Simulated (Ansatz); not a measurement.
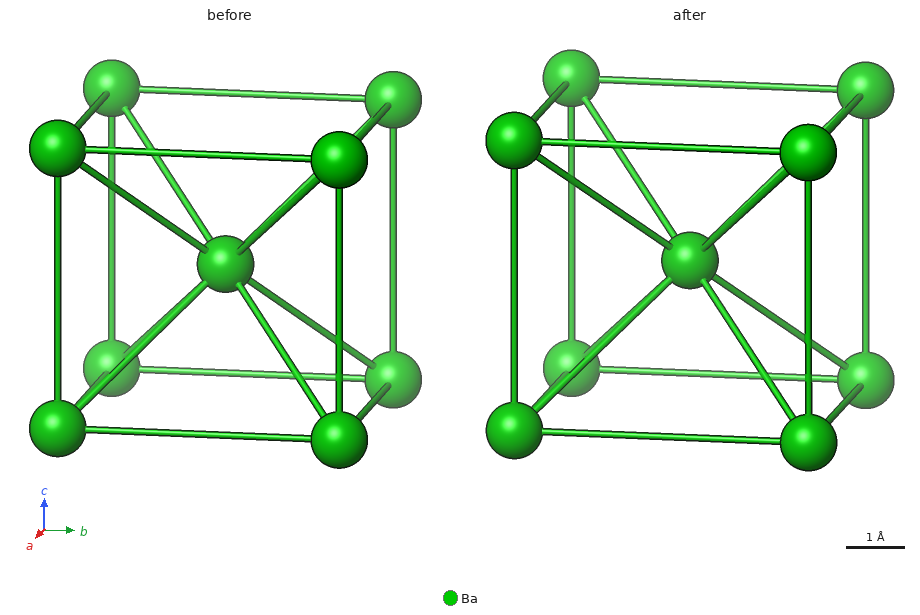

Left: a symmetric starting cell of Ba. Right: the same structure after one change, at the same scale. The picture is a ball-and-stick view of the conventional cell (2 times the calculation's cell), seen slightly off an axis. Lengths and directions refer to the drawn axes.

These are results of DFT PBEsol, scalar-relativistic, plane waves, PAW (Ansatz), not measurements. Set-up: plane-wave cutoff 420 eV; k-point mesh 10 × 10 × 10; occupations gaussian; smearing width 0.1 eV; no spin polarisation.

> What was changed?

The cell is strained by +4.6 % roughly along [1 −2 0], +3.5 % along [−1 0 3], +3.5 % along [3 2 1] (volume +12.1 %), the atoms keeping their fractional coordinates. No relaxation follows. The starting cell wasn't computed here and needn't be at equilibrium, so pressure and forces aren't due to the change alone.

> What does the change do?

Near-neighbour distances before and after: Ba–Ba 5.000 → 5.178 to 5.219 Å, Ba–Ba 4.330 → 4.483 to 4.516 Å. The space group (tolerance 0.01 Å) goes from Im-3m (No. 229) to C2/m (No. 12). The pressure is −1.3 GPa (not all of it need come from the change, since the unchanged cell can be under pressure at this level too). The principal stresses (compression positive) are −1.4 GPa along [3 −3 1] and −1.3 GPa across it. All forces vanish by symmetry.
